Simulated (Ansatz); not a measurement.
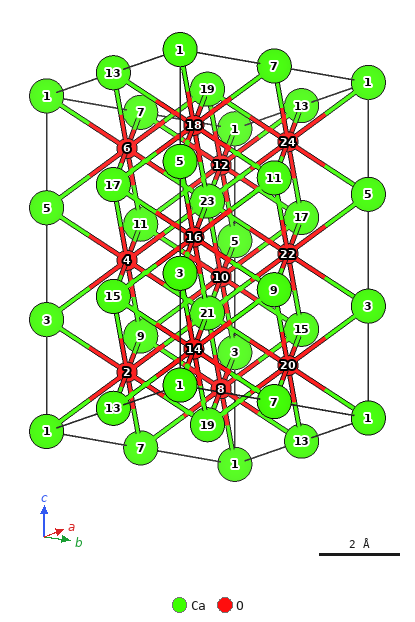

Fig. 1: The input geometry (ball-and-stick view of the cell of the calculation, seen at an oblique angle; atoms are numbered from 1 in the order of the input). An atom can appear more than once, as a periodic image. Near neighbours in the periodic cell (some may lie outside the picture): Ca has 8 O at 2.51 Å; O has 8 Ca at 2.51 Å.

## Molecular dynamics of CaO (part 1 of 3)

System: CaO (Pm-3m, 24 atoms in the cell).
Method: DFT, PBE, plane waves, PAW, no spin polarisation (Ansatz 0.2.0).

The structure was built on a prototype by a generator. The geometry comes from this level: r2SCAN. It belongs to a series of runs on one base structure; here: NVT, Langevin thermostat at 1700 K. Figures and captions count atoms from 1; the log counts them from 0 in places.

The input:
```yaml
crystal:
  lattice:
    - [5.8064179366, 0.0, 0.0]
    - [0.0, 5.8064179366, 0.0]
    - [0.0, 0.0, 8.7096269049]
  atoms:
    - { symbol: Ca, position: [0.0, 0.0, 0.0] }
    - { symbol: O, position: [0.25, 0.25, 0.1666666667] }
    - { symbol: Ca, position: [0.0, 0.0, 0.3333333333] }
    - { symbol: O, position: [0.25, 0.25, 0.5] }
    - { symbol: Ca, position: [0.0, 0.0, 0.6666666667] }
    - { symbol: O, position: [0.25, 0.25, 0.8333333333] }
    - { symbol: Ca, position: [0.0, 0.5, 0.0] }
    - { symbol: O, position: [0.25, 0.75, 0.1666666667] }
    - { symbol: Ca, position: [0.0, 0.5, 0.3333333333] }
    - { symbol: O, position: [0.25, 0.75, 0.5] }
    - { symbol: Ca, position: [0.0, 0.5, 0.6666666667] }
    - { symbol: O, position: [0.25, 0.75, 0.8333333333] }
    - { symbol: Ca, position: [0.5, 0.0, 0.0] }
    - { symbol: O, position: [0.75, 0.25, 0.1666666667] }
    - { symbol: Ca, position: [0.5, 0.0, 0.3333333333] }
    - { symbol: O, position: [0.75, 0.25, 0.5] }
    - { symbol: Ca, position: [0.5, 0.0, 0.6666666667] }
    - { symbol: O, position: [0.75, 0.25, 0.8333333333] }
    - { symbol: Ca, position: [0.5, 0.5, 0.0] }
    - { symbol: O, position: [0.75, 0.75, 0.1666666667] }
    - { symbol: Ca, position: [0.5, 0.5, 0.3333333333] }
    - { symbol: O, position: [0.75, 0.75, 0.5] }
    - { symbol: Ca, position: [0.5, 0.5, 0.6666666667] }
    - { symbol: O, position: [0.75, 0.75, 0.8333333333] }
kpoints:
  mp_grid: { grid: [2, 2, 2] }
hamiltonian:
  xc: pbe
scf:
  occupations: { method: fermi_dirac, width: 0.146 }
md:
  ensemble: nvt_langevin
  temperature: 1700
  timestep: 1.5
  n_steps: 40
  initial_velocities: maxwell_boltzmann
  seed: 965
```

Hardware: 4 threads of Intel Xeon @ 2.50GHz (Skylake/Cascade Lake), 189 GiB of memory available, shared host.

Command:
```bash
ansatz run input.yaml --threads 4 --pin off --max-ram 3686MiB --backend cpu --events-out ev --progress --plain --runs-dir out
```

What the program printed:
```
Warning: md: disabling space-group detection — thermal motion breaks the input geometry's symmetry, so no spatial operation reduces the k-mesh or symmetrises the density; time reversal is kept, so that k and −k are solved as one point where they differ and the mesh holds both, and exact exchange and, on two spinor components, a DFT+U term hold to it where the run has them: on two components no moment then forms, and a state that bears one, which a typed moment (crystal.atoms[].spin; refused beside efield: under a hybrid functional) reaches, can lie lower, under hf by electronvolts; crystal.symmetry.detect: false (a key that needs symmetry detection or time reversal refuses this as the deck is read) with time_reversal: false beside it drops time reversal too
band count auto-derived: 122 (N_el = 192.0; filled up to band 96; 120 by the electrons, moments and atoms)
Engine: ansatz 0.2.0, x86_64-unknown-linux-gnu
Pseudopotentials: kind: paw
Pseudopotential: Ca, paw, valence charge 10, recommended cutoff 420 eV (normal), Ca.paw.azcp
Pseudopotential: O, paw, valence charge 6, recommended cutoff 420 eV (normal), O.paw.azcp
Functional definition: PBE
  parameter kappa = 0.804
  parameter beta = 0.06672455060314922
  exchange = pbe_x(kappa = kappa, mu = beta*pi^2/3)
  correlation = pbe_c(beta = beta)
Crystal: 24 atoms, lattice volume = 293.641 Å³
Basis set: ecut = 420 eV, 5769 PW (Γ), exchange–correlation on 80×80×120 points (8 copies of the dense FFT grid, shifted against one another)
Bands: 122, of which v1, the nominal top of the filled ones, is band 96 counted from 1 (95 counted from 0)
Symmetry: 1 space group operations
k-points: 8
Non-local potential: Ca, projectors of the file, l = 0: 3, l = 1: 2, l = 2: 2
Non-local potential: O, projectors of the file, l = 0: 2, l = 1: 2, l = 2: 1
PAW form: soft (Blöchl's): semilocal exchange-correlation on the pseudo side does not see the compensation charge
PAW one-centre angular grid: Ca, 110 points (default); XC on 64 Gauss nodes
PAW one-centre angular grid: O, 110 points (default); XC on 64 Gauss nodes
Initial density: superposition of atomic densities (neutral atoms: chi_scale 0, normalization atom), corrected by the library's trained network
Initial wavefunctions: pseudopotential atomic-orbital guess
Functional: x = pbe(κ = 0.804, μ = 0.2195149727645171), c = pbe(β = 0.06672455060314922)
SCF iter   1: F=—  HF=-28640.679395 eV  |F-HF|=—  |Δ(HF+E_count)|=         —  Δρ=3.80e-3  dr2=5.72e-2  ethr=1.77e-3  ⟨swp⟩=10.5  Hψ=5073  notcnv=0
preconditioner: auto → Resta (q_TF=auto, 2.542 Å⁻¹)  ε∞=3.7  [insulator: Δε(μ)=2.848 eV  Ē_g=17.075 eV  σ=0.146 eV  W_gap=1.00  n_scr=90 (ndim 8)  ℏωp=28.1 eV  f_vac=0.000  D(μ)=0.00/eV (n_scr^D=0)  ε∞_Penn≈3.7]
SCF iter   2: F=—  HF=-28640.667580 eV  |F-HF|=—  |Δ(HF+E_count)|=   1.18e-2  Δρ=2.08e-3  dr2=8.07e-3  ethr=2.98e-5  ⟨swp⟩=2.1  Hψ=1542  notcnv=0
SCF iter   3: F=—  HF=-28640.666261 eV  |F-HF|=—  |Δ(HF+E_count)|=   1.32e-3  Δρ=7.99e-4  dr2=2.00e-3  ethr=4.20e-6  ⟨swp⟩=2.0  Hψ=1239  notcnv=0
SCF iter   4: F=—  HF=-28640.666101 eV  |F-HF|=—  |Δ(HF+E_count)|=   1.60e-4  Δρ=3.56e-4  dr2=3.55e-4  ethr=1.04e-6  ⟨swp⟩=2.8  Hψ=1621  notcnv=0
SCF iter   5: F=—  HF=-28640.666082 eV  |F-HF|=—  |Δ(HF+E_count)|=   1.94e-5  Δρ=7.34e-5  dr2=1.46e-5  ethr=1.85e-7  ⟨swp⟩=2.5  Hψ=1619  notcnv=0
SCF iter   6: F=—  HF=-28640.664269 eV  |F-HF|=—  |Δ(HF+E_count)|=   1.81e-3  Δρ=2.82e-5  dr2=1.90e-6  ethr=7.59e-9  ⟨swp⟩=2.0  Hψ=1657  notcnv=0
SCF iter   7: F=—  HF=-28640.664268 eV  |F-HF|=—  |Δ(HF+E_count)|=   3.07e-7  Δρ=3.59e-6  dr2=2.48e-8  ethr=9.91e-10  ⟨swp⟩=2.0  Hψ=1299  notcnv=0
SCF iter   8: F=-28640.664268 eV  HF=-28640.664268 eV  |F-HF|=1.46e-11  |Δ(HF+E_count)|=   2.59e-8  Δρ=9.82e-7  dr2=2.04e-9  ethr=1.25e-11  ⟨swp⟩=3.8  Hψ=2562  notcnv=0
SCF 1 converged in 8 iterations: F = -28640.664268 eV  dr2 = 2.04e-9
  greatest PAW one-centre occupation: 0.995 electrons in one spin orbital (limit 2), on the Ca atom at site 18 (counted from 0), in its partial waves of l = 0
md step     0: t =     0.00 fs  T =  1629.2 K  F+E_penalty+E_count = -28640.66426833 eV  E_kin = 5.054066 eV  (8 SCF iters)
Initial density: handed on by an earlier stage of this run
Initial wavefunctions: those handed on with the density
iter 1 solved again at ethr=9.46e-6 eV; its pass at ethr=3.10e-3 eV (dr2=1.82e-2 eV) is discarded
SCF iter   1: F=—  HF=-28640.642137 eV  |F-HF|=—  |Δ(HF+E_count)|=         —  Δρ=2.94e-3  dr2=1.83e-2  ethr=9.46e-6  ⟨swp⟩=1.8  Hψ=5420  notcnv=0
preconditioner: auto → Resta (q_TF=auto, 2.542 Å⁻¹)  ε∞=3.7  [insulator: Δε(μ)=2.756 eV  Ē_g=17.037 eV  σ=0.146 eV  W_gap=1.00  n_scr=90 (ndim 8)  ℏωp=28.1 eV  f_vac=0.000  D(μ)=0.00/eV (n_scr^D=0)  ε∞_Penn≈3.7]
SCF iter   2: F=—  HF=-28640.638860 eV  |F-HF|=—  |Δ(HF+E_count)|=   3.28e-3  Δρ=1.49e-3  dr2=4.56e-3  ethr=9.46e-6  ⟨swp⟩=2.2  Hψ=1643  notcnv=0
SCF iter   3: F=—  HF=-28640.638449 eV  |F-HF|=—  |Δ(HF+E_count)|=   4.11e-4  Δρ=4.93e-4  dr2=6.35e-4  ethr=2.38e-6  ⟨swp⟩=2.6  Hψ=1554  notcnv=0
SCF iter   4: F=—  HF=-28640.638371 eV  |F-HF|=—  |Δ(HF+E_count)|=   7.80e-5  Δρ=2.06e-4  dr2=1.07e-4  ethr=3.31e-7  ⟨swp⟩=2.0  Hψ=1358  notcnv=0
SCF iter   5: F=—  HF=-28640.638356 eV  |F-HF|=—  |Δ(HF+E_count)|=   1.47e-5  Δρ=4.32e-5  dr2=4.47e-6  ethr=5.56e-8  ⟨swp⟩=2.0  Hψ=1271  notcnv=0
SCF iter   6: F=—  HF=-28640.636775 eV  |F-HF|=—  |Δ(HF+E_count)|=   1.58e-3  Δρ=2.05e-5  dr2=9.80e-7  ethr=2.33e-9  ⟨swp⟩=2.0  Hψ=1743  notcnv=0
SCF iter   7: F=—  HF=-28640.636775 eV  |F-HF|=—  |Δ(HF+E_count)|=   3.68e-8  Δρ=5.81e-6  dr2=4.59e-8  ethr=5.10e-10  ⟨swp⟩=2.0  Hψ=1344  notcnv=0
SCF iter   8: F=-28640.636775 eV  HF=-28640.636775 eV  |F-HF|=1.15e-9  |Δ(HF+E_count)|=   6.30e-8  Δρ=1.29e-6  dr2=3.16e-9  ethr=1.25e-11  ⟨swp⟩=3.8  Hψ=2643  notcnv=0
SCF 2 converged in 8 iterations: F = -28640.636775 eV  dr2 = 3.16e-9
  greatest PAW one-centre occupation: 0.995 electrons in one spin orbital (limit 2), on the Ca atom at site 4 (counted from 0), in its partial waves of l = 0
md step     1: t =     1.50 fs  T =  1667.8 K  F+E_penalty+E_count = -28640.63677474 eV  E_kin = 5.173864 eV  (8 SCF iters)
[... from here on the SCF iterations and repeated set-up lines of each step are left out, up to the last step ...]
SCF 3 converged in 8 iterations: F = -28640.557064 eV  dr2 = 3.45e-9
md step     2: t =     3.00 fs  T =  1598.2 K  F+E_penalty+E_count = -28640.55706359 eV  E_kin = 4.957852 eV  (8 SCF iters)
SCF 4 converged in 8 iterations: F = -28640.430962 eV  dr2 = 3.12e-9
md step     3: t =     4.50 fs  T =  1541.1 K  F+E_penalty+E_count = -28640.43096162 eV  E_kin = 4.780947 eV  (8 SCF iters)
SCF 5 converged in 8 iterations: F = -28640.257860 eV  dr2 = 3.40e-9
md step     4: t =     6.00 fs  T =  1560.4 K  F+E_penalty+E_count = -28640.25786042 eV  E_kin = 4.840799 eV  (8 SCF iters)
SCF 6 converged in 6 iterations: F = -28640.045637 eV  dr2 = 1.56e-8
md step     5: t =     7.50 fs  T =  1450.0 K  F+E_penalty+E_count = -28640.04563750 eV  E_kin = 4.498324 eV  (6 SCF iters)
SCF 7 converged in 6 iterations: F = -28639.801556 eV  dr2 = 1.05e-8
md step     6: t =     9.00 fs  T =  1351.7 K  F+E_penalty+E_count = -28639.80155564 eV  E_kin = 4.193265 eV  (6 SCF iters)
SCF 8 converged in 7 iterations: F = -28639.536900 eV  dr2 = 3.57e-9
md step     7: t =    10.50 fs  T =  1274.4 K  F+E_penalty+E_count = -28639.53690044 eV  E_kin = 3.953376 eV  (7 SCF iters)
SCF 9 converged in 6 iterations: F = -28639.274427 eV  dr2 = 1.71e-8
md step     8: t =    12.00 fs  T =  1218.9 K  F+E_penalty+E_count = -28639.27442656 eV  E_kin = 3.781400 eV  (6 SCF iters)
SCF 10 converged in 6 iterations: F = -28639.021234 eV  dr2 = 1.80e-8
md step     9: t =    13.50 fs  T =  1233.7 K  F+E_penalty+E_count = -28639.02123430 eV  E_kin = 3.827337 eV  (6 SCF iters)
SCF 11 converged in 8 iterations: F = -28638.777903 eV  dr2 = 3.11e-9
md step    10: t =    15.00 fs  T =  1133.3 K  F+E_penalty+E_count = -28638.77790313 eV  E_kin = 3.515691 eV  (8 SCF iters)
SCF 12 converged in 7 iterations: F = -28638.538226 eV  dr2 = 1.09e-9
md step    11: t =    16.50 fs  T =  1075.3 K  F+E_penalty+E_count = -28638.53822617 eV  E_kin = 3.335820 eV  (7 SCF iters)
SCF 13 converged in 7 iterations: F = -28638.308306 eV  dr2 = 1.58e-9
md step    12: t =    18.00 fs  T =  1102.9 K  F+E_penalty+E_count = -28638.30830646 eV  E_kin = 3.421416 eV  (7 SCF iters)
SCF 14 converged in 6 iterations: F = -28638.099146 eV  dr2 = 2.09e-8
md step    13: t =    19.50 fs  T =  1098.8 K  F+E_penalty+E_count = -28638.09914594 eV  E_kin = 3.408686 eV  (6 SCF iters)
SCF 15 converged in 6 iterations: F = -28637.934911 eV  dr2 = 1.92e-8
md step    14: t =    21.00 fs  T =  1033.5 K  F+E_penalty+E_count = -28637.93491138 eV  E_kin = 3.206194 eV  (6 SCF iters)
SCF 16 converged in 6 iterations: F = -28637.823064 eV  dr2 = 2.39e-8
md step    15: t =    22.50 fs  T =  1027.2 K  F+E_penalty+E_count = -28637.82306415 eV  E_kin = 3.186682 eV  (6 SCF iters)
SCF 17 converged in 7 iterations: F = -28637.752156 eV  dr2 = 1.76e-9
md step    16: t =    24.00 fs  T =  1136.3 K  F+E_penalty+E_count = -28637.75215638 eV  E_kin = 3.525166 eV  (7 SCF iters)
SCF 18 converged in 6 iterations: F = -28637.714705 eV  dr2 = 1.92e-8
md step    17: t =    25.50 fs  T =  1206.3 K  F+E_penalty+E_count = -28637.71470506 eV  E_kin = 3.742143 eV  (6 SCF iters)
SCF 19 converged in 6 iterations: F = -28637.694575 eV  dr2 = 1.89e-8
md step    18: t =    27.00 fs  T =  1180.4 K  F+E_penalty+E_count = -28637.69457454 eV  E_kin = 3.661759 eV  (6 SCF iters)
SCF 20 converged in 6 iterations: F = -28637.691551 eV  dr2 = 1.73e-8
md step    19: t =    28.50 fs  T =  1250.3 K  F+E_penalty+E_count = -28637.69155057 eV  E_kin = 3.878700 eV  (6 SCF iters)
SCF 21 converged in 8 iterations: F = -28637.703170 eV  dr2 = 7.18e-9
md step    20: t =    30.00 fs  T =  1206.6 K  F+E_penalty+E_count = -28637.70316976 eV  E_kin = 3.743240 eV  (8 SCF iters)
SCF 22 converged in 7 iterations: F = -28637.731283 eV  dr2 = 1.22e-9
md step    21: t =    31.50 fs  T =  1298.8 K  F+E_penalty+E_count = -28637.73128267 eV  E_kin = 4.029208 eV  (7 SCF iters)
SCF 23 converged in 7 iterations: F = -28637.750539 eV  dr2 = 2.02e-9
md step    22: t =    33.00 fs  T =  1440.2 K  F+E_penalty+E_count = -28637.75053939 eV  E_kin = 4.467753 eV  (7 SCF iters)
SCF 24 converged in 7 iterations: F = -28637.754706 eV  dr2 = 1.71e-9
md step    23: t =    34.50 fs  T =  1421.4 K  F+E_penalty+E_count = -28637.75470605 eV  E_kin = 4.409464 eV  (7 SCF iters)
SCF 25 converged in 6 iterations: F = -28637.762840 eV  dr2 = 1.64e-8
md step    24: t =    36.00 fs  T =  1363.2 K  F+E_penalty+E_count = -28637.76283951 eV  E_kin = 4.229029 eV  (6 SCF iters)
SCF 26 converged in 7 iterations: F = -28637.765022 eV  dr2 = 2.78e-9
md step    25: t =    37.50 fs  T =  1326.7 K  F+E_penalty+E_count = -28637.76502218 eV  E_kin = 4.115642 eV  (7 SCF iters)
SCF 27 converged in 6 iterations: F = -28637.752278 eV  dr2 = 1.41e-8
md step    26: t =    39.00 fs  T =  1305.3 K  F+E_penalty+E_count = -28637.75227802 eV  E_kin = 4.049328 eV  (6 SCF iters)
SCF 28 converged in 7 iterations: F = -28637.714866 eV  dr2 = 2.69e-9
md step    27: t =    40.50 fs  T =  1360.1 K  F+E_penalty+E_count = -28637.71486625 eV  E_kin = 4.219221 eV  (7 SCF iters)
SCF 29 converged in 7 iterations: F = -28637.639123 eV  dr2 = 3.91e-9
md step    28: t =    42.00 fs  T =  1252.7 K  F+E_penalty+E_count = -28637.63912319 eV  E_kin = 3.886021 eV  (7 SCF iters)
SCF 30 converged in 6 iterations: F = -28637.545420 eV  dr2 = 1.45e-8
md step    29: t =    43.50 fs  T =  1230.7 K  F+E_penalty+E_count = -28637.54541982 eV  E_kin = 3.817800 eV  (6 SCF iters)
SCF 31 converged in 8 iterations: F = -28637.453202 eV  dr2 = 4.42e-9
md step    30: t =    45.00 fs  T =  1228.1 K  F+E_penalty+E_count = -28637.45320215 eV  E_kin = 3.809866 eV  (8 SCF iters)
SCF 32 converged in 7 iterations: F = -28637.370812 eV  dr2 = 1.81e-9
md step    31: t =    46.50 fs  T =  1244.2 K  F+E_penalty+E_count = -28637.37081227 eV  E_kin = 3.859906 eV  (7 SCF iters)
SCF 33 converged in 7 iterations: F = -28637.303277 eV  dr2 = 1.23e-9
md step    32: t =    48.00 fs  T =  1257.5 K  F+E_penalty+E_count = -28637.30327667 eV  E_kin = 3.900953 eV  (7 SCF iters)
SCF 34 converged in 7 iterations: F = -28637.262805 eV  dr2 = 2.63e-9
md step    33: t =    49.50 fs  T =  1323.5 K  F+E_penalty+E_count = -28637.26280491 eV  E_kin = 4.105869 eV  (7 SCF iters)
SCF 35 converged in 6 iterations: F = -28637.274192 eV  dr2 = 1.56e-8
md step    34: t =    51.00 fs  T =  1325.7 K  F+E_penalty+E_count = -28637.27419211 eV  E_kin = 4.112515 eV  (6 SCF iters)
SCF 36 converged in 7 iterations: F = -28637.325416 eV  dr2 = 4.02e-9
md step    35: t =    52.50 fs  T =  1418.7 K  F+E_penalty+E_count = -28637.32541615 eV  E_kin = 4.401166 eV  (7 SCF iters)
SCF 37 converged in 6 iterations: F = -28637.397428 eV  dr2 = 2.11e-8
md step    36: t =    54.00 fs  T =  1416.9 K  F+E_penalty+E_count = -28637.39742848 eV  E_kin = 4.395639 eV  (6 SCF iters)
SCF 38 converged in 7 iterations: F = -28637.473302 eV  dr2 = 2.42e-9
md step    37: t =    55.50 fs  T =  1409.1 K  F+E_penalty+E_count = -28637.47330198 eV  E_kin = 4.371372 eV  (7 SCF iters)
SCF 39 converged in 6 iterations: F = -28637.550680 eV  dr2 = 1.81e-8
md step    38: t =    57.00 fs  T =  1441.9 K  F+E_penalty+E_count = -28637.55067992 eV  E_kin = 4.473084 eV  (6 SCF iters)
SCF 40 converged in 7 iterations: F = -28637.634672 eV  dr2 = 5.44e-9
md step    39: t =    58.50 fs  T =  1419.9 K  F+E_penalty+E_count = -28637.63467245 eV  E_kin = 4.404938 eV  (7 SCF iters)
iter 1 solved again at ethr=1.01e-5 eV; its pass at ethr=3.10e-3 eV (dr2=1.93e-2 eV) is discarded
SCF iter   1: F=—  HF=-28637.727558 eV  |F-HF|=—  |Δ(HF+E_count)|=         —  Δρ=2.88e-3  dr2=1.95e-2  ethr=1.01e-5  ⟨swp⟩=1.2  Hψ=4810  notcnv=0
preconditioner: auto → Resta (q_TF=auto, 2.542 Å⁻¹)  ε∞=3.7  [insulator: Δε(μ)=3.500 eV  Ē_g=16.988 eV  σ=0.146 eV  W_gap=1.00  n_scr=90 (ndim 8)  ℏωp=28.1 eV  f_vac=0.000  D(μ)=0.00/eV (n_scr^D=0)  ε∞_Penn≈3.7]
SCF iter   2: F=—  HF=-28637.723892 eV  |F-HF|=—  |Δ(HF+E_count)|=   3.67e-3  Δρ=1.45e-3  dr2=4.35e-3  ethr=1.01e-5  ⟨swp⟩=2.1  Hψ=1397  notcnv=0
SCF iter   3: F=—  HF=-28637.723459 eV  |F-HF|=—  |Δ(HF+E_count)|=   4.33e-4  Δρ=7.22e-4  dr2=1.37e-3  ethr=2.27e-6  ⟨swp⟩=2.0  Hψ=1429  notcnv=0
SCF iter   4: F=—  HF=-28637.723229 eV  |F-HF|=—  |Δ(HF+E_count)|=   2.29e-4  Δρ=1.59e-4  dr2=6.56e-5  ethr=7.14e-7  ⟨swp⟩=2.0  Hψ=1333  notcnv=0
SCF iter   5: F=—  HF=-28637.723271 eV  |F-HF|=—  |Δ(HF+E_count)|=   4.18e-5  Δρ=4.31e-5  dr2=4.03e-6  ethr=3.41e-8  ⟨swp⟩=2.6  Hψ=1668  notcnv=0
SCF iter   6: F=—  HF=-28637.722910 eV  |F-HF|=—  |Δ(HF+E_count)|=   3.61e-4  Δρ=3.05e-5  dr2=2.19e-6  ethr=2.10e-9  ⟨swp⟩=2.0  Hψ=1360  notcnv=0
SCF iter   7: F=—  HF=-28637.722910 eV  |F-HF|=—  |Δ(HF+E_count)|=   2.35e-7  Δρ=5.36e-6  dr2=5.24e-8  ethr=1.14e-9  ⟨swp⟩=2.0  Hψ=1351  notcnv=0
SCF iter   8: F=-28637.722910 eV  HF=-28637.722910 eV  |F-HF|=3.81e-9  |Δ(HF+E_count)|=   4.97e-8  Δρ=1.96e-6  dr2=9.14e-9  ethr=1.25e-11  ⟨swp⟩=4.0  Hψ=2753  notcnv=0
SCF 41 converged in 8 iterations: F = -28637.722910 eV  dr2 = 9.14e-9
  greatest PAW one-centre occupation: 0.995 electrons in one spin orbital (limit 2), on the Ca atom at site 10 (counted from 0), in its partial waves of l = 0
md step    40: t =    60.00 fs  T =  1447.2 K  F+E_penalty+E_count = -28637.72290995 eV  E_kin = 4.489483 eV  (8 SCF iters)
```

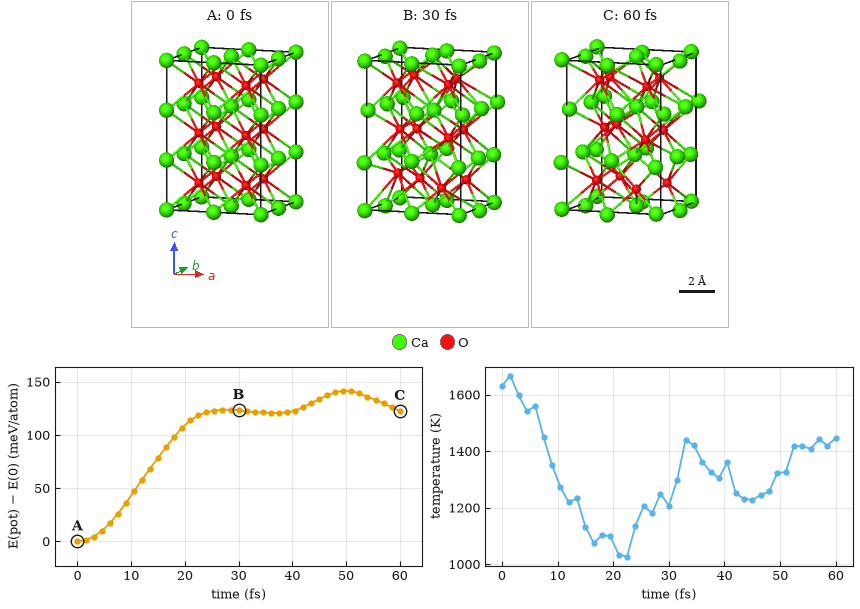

Fig. 2: Frames of the molecular dynamics (ball-and-stick, simulation cell, seen slightly off an axis) above the curves, on which the letters mark them. The trajectory kept here has 41 frames over 60 fs. The temperature starts at 1629 K, ranges from 1027 to 1668 K and averages 1340 K over the second half. The potential energy ends 122.6 meV/atom above its first value. With the common drift removed, the root-mean-square displacement is 0.42 Å, and O14 has moved furthest (1.03 Å).

```
SCF converged after 8 iterations
Free energy (F): -28637.722910 eV
Harris-Foulkes:  -28637.722910 eV  (|F-HF|=3.81e-9)
Internal energy: -28637.722881 eV  (E = F + TS)
E sigma→0 (E₀):  -28637.722896 eV
Entropy (-TS):   -0.000029 eV (-0.001 meV/atom)
Fermi energy:    11.916180 eV
--- Per-component energies (eV) ---
  E_band       = -909.806704
  E_kinetic    = 5522.548913
  E_local      = -9937.424087  (includes V_loc(G=0)·N_el)
  E_nonlocal   = 1345.141975
  E_hartree    = 3301.946281
  E_xc         = -2572.347533
  E_vxc        = -3238.211049  (∫ρ·V_xc dr)
  E_paw        = -12200.086026  (= ΣΔE_a)
  E_vpaw       = -1205.786107  (= ΣTr[D̂ρ^β])
  E_aug_tail   = 0.029230  (compensation charges beyond the density's cutoff)
  E_ewald      = -14097.531635
  E_smearing   = -0.000029  (= −TS)
  E_closure    = 0.000000  (closes the sum)
  Σ components = -28637.722910   (vs F -28637.722910, Δ=0.00e0)
```
